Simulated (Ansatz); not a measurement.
**Two runs on BAs**

System: BAs (F-43m, 2 atoms in the cell).
Method of run A: DFT, PBE, plane waves, PAW, no spin polarisation (Ansatz 0.2.0).

The structure derives from an entry of the Crystallography Open Database. Text and figures count atoms from 1; the logs count them from 0 in places.

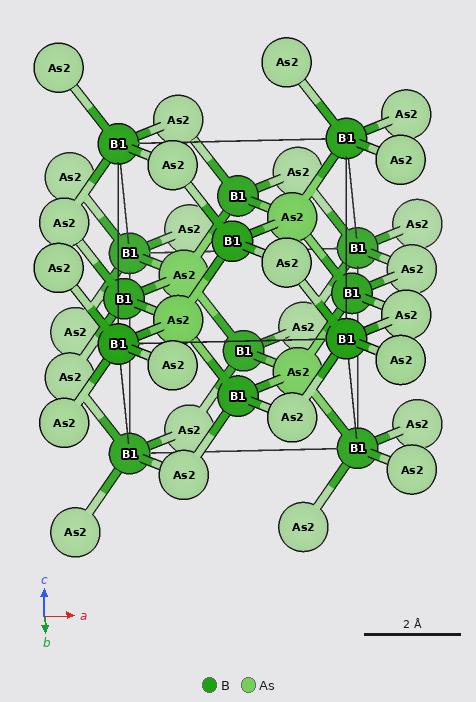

**Figure 1.** The structure as given in the input (ball-and-stick view of the cell 4 times as large as that of the calculation, set on its symmetry axes, seen at an oblique angle; neighbours outside the cell are drawn fainter; atoms are numbered from 1 in the order of the input). An atom can appear more than once, as a periodic image.

## Input file, run A
```yaml
crystal:
  lattice:
    - [0.0, 2.3885, 2.3885]
    - [2.3885, 0.0, 2.3885]
    - [2.3885, 2.3885, 0.0]
  atoms:
    - { symbol: B, position: [0.0, 0.0, 0.0] }
    - { symbol: As, position: [0.75, 0.75, 0.75] }
basis:
  ecutwfc: 420
kpoints:
  mp_grid: { grid: [15, 15, 15] }
hamiltonian:
  xc: pbe
scf:
  occupations: { method: gaussian, width: 0.02 }
output:
  forces: true
  eigenvalues: true
  stress: true
relax:
  adjacent_minimum: "off"
  f_tol: 0.005
  max_steps: 80
  cell: { stress_tol: 0.05 }
```

Launched with:
```bash
ansatz run input.yaml --threads 2 --pin off --max-ram 5120MiB --backend cpu --events-out ev --progress --plain --runs-dir out
```

Hardware: 2 threads of Intel Xeon (Granite Rapids), 176 GiB of memory available, shared host.

## Output, shortened to warnings, some set-up lines, iterations and results (run A)
```
Basis set: ecut = 420 eV, 531 PW (Γ), exchange–correlation on 48×48×48 points (8 copies of the dense FFT grid, shifted against one another)
Symmetry: 24 space group operations
k-points: 120 of 3375 (time reversal used)
Initial density: superposition of atomic densities (neutral atoms: chi_scale 0, normalization atom), corrected by the library's trained network
[...]
SCF iter   1: F=—  HF=-5012.100476 eV  |F-HF|=—  |Δ(HF+E_count)|=         —  Δρ=7.98e-4  dr2=1.01e-4  ethr=1.77e-3  ⟨swp⟩=6.0  Hψ=8650  notcnv=0
SCF iter   2: F=—  HF=-5012.100600 eV  |F-HF|=—  |Δ(HF+E_count)|=   1.24e-4  Δρ=4.48e-4  dr2=3.19e-5  ethr=5.59e-7  ⟨swp⟩=2.9  Hψ=4166  notcnv=0
SCF iter   3: F=—  HF=-5012.100625 eV  |F-HF|=—  |Δ(HF+E_count)|=   2.50e-5  Δρ=2.50e-4  dr2=5.78e-6  ethr=1.77e-7  ⟨swp⟩=2.2  Hψ=2514  notcnv=0
SCF iter   4: F=—  HF=-5012.100648 eV  |F-HF|=—  |Δ(HF+E_count)|=   2.36e-5  Δρ=4.71e-5  dr2=6.43e-7  ethr=3.21e-8  ⟨swp⟩=2.7  Hψ=2640  notcnv=0
SCF iter   5: F=-5012.100648 eV  HF=-5012.100648 eV  |F-HF|=5.75e-8  |Δ(HF+E_count)|=   7.06e-8  Δρ=1.88e-5  dr2=8.46e-8  ethr=3.57e-9  ⟨swp⟩=2.0  Hψ=2589  notcnv=0
[... 19 lines ...]
SCF iter   3: F=—  HF=-5012.105387 eV  |F-HF|=—  |Δ(HF+E_count)|=   1.00e-7  Δρ=6.57e-6  dr2=3.00e-9  ethr=1.20e-10  ⟨swp⟩=2.0  Hψ=2036  notcnv=0
SCF iter   4: F=—  HF=-5012.105387 eV  |F-HF|=—  |Δ(HF+E_count)|=   1.13e-8  Δρ=1.15e-6  dr2=1.41e-10  ethr=1.66e-11  ⟨swp⟩=3.0  Hψ=2640  notcnv=0
SCF iter   5: F=-5012.105387 eV  HF=-5012.105387 eV  |F-HF|=5.46e-12  |Δ(HF+E_count)|=  3.31e-10  Δρ=1.56e-7  dr2=4.00e-12  ethr=1.00e-12  ⟨swp⟩=5.3  Hψ=5784  notcnv=0
SCF 4 converged in 5 iterations: F = -5012.105387 eV  dr2 = 4.00e-12
relax step   4: F+E_penalty+E_count = -5012.10538747 eV  Δ(F+E_penalty+E_count) = -3.763e-4 eV  max|allowed force component| = 6.849e-17 eV/Å  Δτ_max = 0.0000 Å  P = +0.038 …
basis re-selected at this cell: Δ(F+E_penalty+E_count) = -3.763e-4 eV, ΔP = +0.015 GPa vs the last step (what re-selecting the basis moved, of the pressure what is left beyond the Pulay correction that the steps carried, after the strain that the cell walked since its last selection, with what the …
SCF converged after 5 iterations
Free energy (F): -5012.105387 eV
Harris-Foulkes:  -5012.105387 eV  (|F-HF|=5.46e-12)
Internal energy: -5012.105387 eV  (E = F + TS)
E sigma→0 (E₀):  -5012.105387 eV
Fermi energy:    11.411945 eV
--- Per-component energies (eV) ---
  E_band       = -215.053759
  E_kinetic    = 151.206105
  E_local      = -1711.369354  (includes V_loc(G=0)·N_el)
  E_nonlocal   = -657.825823
  E_hartree    = 946.620392
  E_xc         = -111.112478
  E_vxc        = -117.241876  (∫ρ·V_xc dr)
  E_paw        = -1915.278828  (= ΣΔE_a)
  E_vpaw       = 226.936331  (= ΣTr[D̂ρ^β])
  E_aug_tail   = 0.000006  (compensation charges beyond the density's cutoff)
  E_ewald      = -1714.345407
  E_smearing   = -0.000000  (= −TS)
  E_closure    = 0.000000  (closes the sum)
  Σ components = -5012.105387   (vs F -5012.105387, Δ=0.00e0)
--- Forces (eV/Å), atoms counted from 1 ---
  atom   1  B     -0.00000000    -0.00000000     0.00000000
  atom   2  As     0.00000000     0.00000000     0.00000000
  max |Σ_I F_I| component: 1.22e-16 eV/Å
--- Stress (GPa, compression-positive) ---
        0.037905      -0.000000      -0.000000
       -0.000000       0.037905       0.000000
       -0.000000       0.000000       0.037905
  P = ⅓ Tr σ = 0.0379 GPa (0.379 kbar)
--- Relaxed structure (3 steps of the walk, 3 accepted, 1 SCFs on fresh bases) ---
  F+E_penalty+E_count = -5012.10538747 eV   max|allowed force component| = 6.849e-17 eV/Å   (the final SCF, on the basis selected at the relaxed cell)
  cell:  # Å, volume = 27.8012 Å³
    - [-4.6336039424144274e-34, 2.40442419877147, 2.40442419877147]
    - [2.40442419877147, 4.7769112808396144e-33, 2.40442419877147]
    - [2.40442419877147, 2.40442419877147, 4.7386959905928984e-33]
  atoms:
    - { symbol: B, position: [7.525788632034413e-34, -7.257010466604613e-34, -7.928955880179114e-34] }
    - { symbol: As, position: [0.7499999999999999, 0.7499999999999999, 0.7499999999999999] }
```

For run B the input was changed thus:
```diff
-  mp_grid: { grid: [15, 15, 15] }
+  mp_grid: { grid: [10, 10, 10] }
```

Predict how the results change.

The free energy of run B is 0.20 meV per atom higher, which measures how much it depends on this numerical setting. The number of SCF iterations is the same. The irreducible k-points go from 120 to 47. On the same kind of shared host run B took about 0.43 times as long.

## Output, shortened to warnings, some set-up lines, iterations and results (run B)
```
Basis set: ecut = 420 eV, 531 PW (Γ), exchange–correlation on 48×48×48 points (8 copies of the dense FFT grid, shifted against one another)
Symmetry: 24 space group operations
k-points: 47 of 1000 (time reversal used)
Initial density: superposition of atomic densities (neutral atoms: chi_scale 0, normalization atom), corrected by the library's trained network
[...]
SCF iter   1: F=—  HF=-5012.100099 eV  |F-HF|=—  |Δ(HF+E_count)|=         —  Δρ=7.94e-4  dr2=9.93e-5  ethr=1.77e-3  ⟨swp⟩=6.0  Hψ=3364  notcnv=0
SCF iter   2: F=—  HF=-5012.100235 eV  |F-HF|=—  |Δ(HF+E_count)|=   1.36e-4  Δρ=4.47e-4  dr2=3.15e-5  ethr=5.52e-7  ⟨swp⟩=2.8  Hψ=1607  notcnv=0
SCF iter   3: F=—  HF=-5012.100259 eV  |F-HF|=—  |Δ(HF+E_count)|=   2.41e-5  Δρ=2.47e-4  dr2=5.71e-6  ethr=1.75e-7  ⟨swp⟩=2.2  Hψ=982  notcnv=0
SCF iter   4: F=—  HF=-5012.100282 eV  |F-HF|=—  |Δ(HF+E_count)|=   2.30e-5  Δρ=4.70e-5  dr2=6.18e-7  ethr=3.17e-8  ⟨swp⟩=2.8  Hψ=1034  notcnv=0
SCF iter   5: F=-5012.100282 eV  HF=-5012.100282 eV  |F-HF|=5.49e-8  |Δ(HF+E_count)|=   4.24e-8  Δρ=1.85e-5  dr2=8.32e-8  ethr=3.43e-9  ⟨swp⟩=2.0  Hψ=1020  notcnv=0
[... 19 lines ...]
SCF iter   3: F=—  HF=-5012.104996 eV  |F-HF|=—  |Δ(HF+E_count)|=   9.11e-8  Δρ=6.18e-6  dr2=2.70e-9  ethr=1.09e-10  ⟨swp⟩=2.0  Hψ=796  notcnv=0
SCF iter   4: F=—  HF=-5012.104996 eV  |F-HF|=—  |Δ(HF+E_count)|=   1.01e-8  Δρ=1.07e-6  dr2=1.29e-10  ethr=1.50e-11  ⟨swp⟩=3.0  Hψ=1034  notcnv=0
SCF iter   5: F=-5012.104996 eV  HF=-5012.104996 eV  |F-HF|=5.46e-12  |Δ(HF+E_count)|=  2.91e-10  Δρ=1.47e-7  dr2=3.63e-12  ethr=1.00e-12  ⟨swp⟩=5.2  Hψ=2260  notcnv=0
SCF 4 converged in 5 iterations: F = -5012.104996 eV  dr2 = 3.63e-12
relax step   4: F+E_penalty+E_count = -5012.10499585 eV  Δ(F+E_penalty+E_count) = -3.519e-4 eV  max|allowed force component| = 9.714e-17 eV/Å  Δτ_max = 0.0000 Å  P = +0.038 …
basis re-selected at this cell: Δ(F+E_penalty+E_count) = -3.519e-4 eV, ΔP = +0.015 GPa vs the last step (what re-selecting the basis moved, of the pressure what is left beyond the Pulay correction that the steps carried, after the strain that the cell walked since its last selection, with what the …
SCF converged after 5 iterations
Free energy (F): -5012.104996 eV
Harris-Foulkes:  -5012.104996 eV  (|F-HF|=5.46e-12)
Internal energy: -5012.104996 eV  (E = F + TS)
E sigma→0 (E₀):  -5012.104996 eV
Fermi energy:    11.412359 eV
--- Per-component energies (eV) ---
  E_band       = -215.046184
  E_kinetic    = 151.210373
  E_local      = -1711.360232  (includes V_loc(G=0)·N_el)
  E_nonlocal   = -657.826942
  E_hartree    = 946.619085
  E_xc         = -111.112688
  E_vxc        = -117.242221  (∫ρ·V_xc dr)
  E_paw        = -1915.279897  (= ΣΔE_a)
  E_vpaw       = 226.934596  (= ΣTr[D̂ρ^β])
  E_aug_tail   = 0.000006  (compensation charges beyond the density's cutoff)
  E_ewald      = -1714.354702
  E_smearing   = -0.000000  (= −TS)
  E_closure    = 0.000000  (closes the sum)
  Σ components = -5012.104996   (vs F -5012.104996, Δ=0.00e0)
--- Forces (eV/Å), atoms counted from 1 ---
  atom   1  B     -0.00000000     0.00000000     0.00000000
  atom   2  As     0.00000000     0.00000000     0.00000000
  max |Σ_I F_I| component: 2.31e-16 eV/Å
--- Stress (GPa, compression-positive) ---
        0.038358       0.000000       0.000000
        0.000000       0.038358       0.000000
        0.000000       0.000000       0.038358
  P = ⅓ Tr σ = 0.0384 GPa (0.384 kbar)
--- Relaxed structure (3 steps of the walk, 3 accepted, 1 SCFs on fresh bases) ---
  F+E_penalty+E_count = -5012.10499585 eV   max|allowed force component| = 9.714e-17 eV/Å   (the final SCF, on the basis selected at the relaxed cell)
  cell:  # Å, volume = 27.8007 Å³
    - [3.375683971793325e-34, 2.4044111616421153, 2.4044111616421153]
    - [2.4044111616421153, 3.643191003520347e-33, 2.4044111616421153]
    - [2.4044111616421153, 2.4044111616421153, 5.923369988241125e-34]
  atoms:
    - { symbol: B, position: [4.535631541627883e-34, -4.770812436378958e-34, -6.24909234624286e-34] }
    - { symbol: As, position: [0.7499999999999998, 0.7499999999999998, 0.7499999999999998] }
```

## The two runs side by side

```tsv
quantity	run A	run B
outcome	converged	converged
free energy per atom (eV)	−2506.0527	−2506.0525
gap on the mesh (eV)	1.20	1.20
pressure (GPa)	0.04	0.04
largest force (eV/Å)	0.000	0.000
SCF iterations	21	21
irreducible k-points	120	47
wall time (shared host)	6.5 s	2.8 s
```
